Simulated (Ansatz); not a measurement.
**CrO2: density, localisation and related maps**

```
Cr O
1.0
     4.44805    0.00000    0.00000
     0.00000    4.52924    0.00000
     0.00000    0.00000    2.98596
Cr O
2 4
Cartesian
  2.2240 2.2646 1.4930
  0.0000 0.0000 0.0000
  3.5272 0.8597 1.4930
  0.9209 3.6695 1.4930
  3.1449 3.1244 0.0000
  1.3031 1.4049 0.0000
```

Space group Pnnm; a structure from a database of computed crystals, not necessarily the ambient phase; Hubbard U of 4 eV on Cr d only; spin-polarised.

Method: Ansatz 0.2.0, DFT PBE+U, scalar-relativistic, plane waves, PAW.

The density is the valence pseudo-density of a PAW calculation; it isn't the true density close to the nuclei.

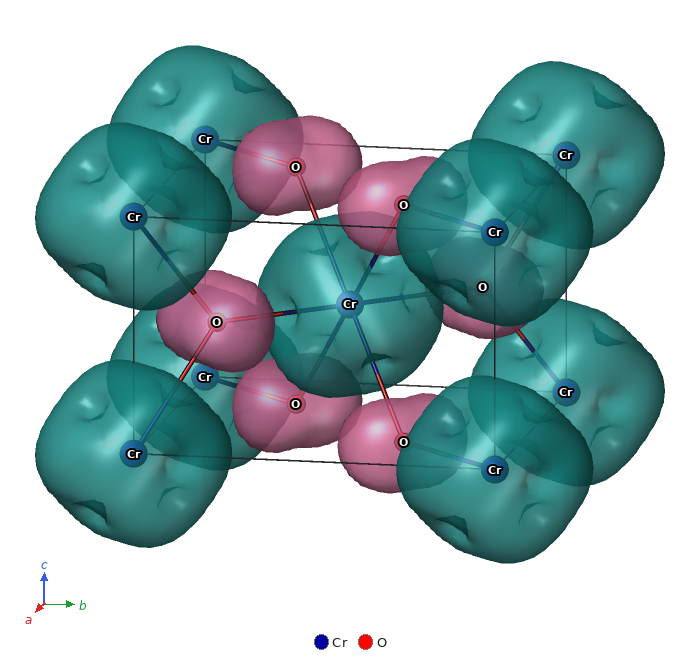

Figure 1. Isosurfaces of the magnetisation density (up minus down) at +0.06 (teal) and −0.06 e/Å³ (pink), seen slightly off an axis. Sticks mark near contacts.

**Where is the spin, and how is it ordered?**

The spin density sits on Cr: +2.1 μB (×2) in one cell of 6 atoms, with smaller moments on O (up to −0.29 μB): parallel moments on the main sites in this solution. The cell of the calculation (6 atoms) carries 4.0 μB of net spin moment.

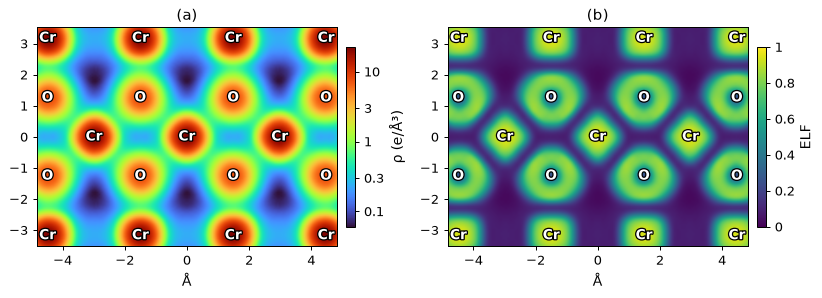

Figure 2. (a) valence charge density (pseudo); (b) electron localisation function on the (11̄0) plane of the conventional cell.

**What does the map show?**

- Atoms in the plane: Cr and O.
- Cr–O (1.92 Å): the density is about 0.73 e/Å³ at the midpoint; the ELF peaks at about 0.85 in the valence shell of O, 0.6 Å from its nucleus, and is about 0.20 at the midpoint: no shared electron pair shows on this line.
- Between the atoms the lowest density in this plane is 0.06 e/Å³.
- The features right at Cr lie inside the PAW spheres, where the map follows smoothed inner orbitals and isn't to be read closely.

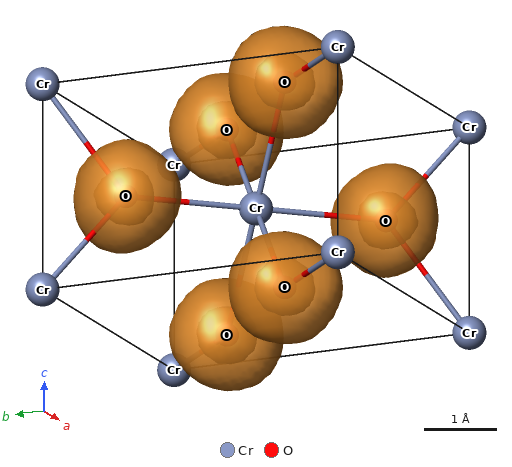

Figure 3. Isosurface of the electron localisation function at 0.75 (orange), seen at an oblique angle. Core shells and regions of very low density are left out. Sticks mark near contacts.

**Describe the localisation domains.**

At this value the surface marks out four regions wrapped around O (the valence shell of each), counted in one cell of 6 atoms. Any copies at cell faces, edges or corners count once.

**Does the calculation give a band gap?**

It is metallic or semimetallic at this level of theory: no gap opens; semilocal functionals without U, or without the true magnetic order, often close the gap of such compounds.
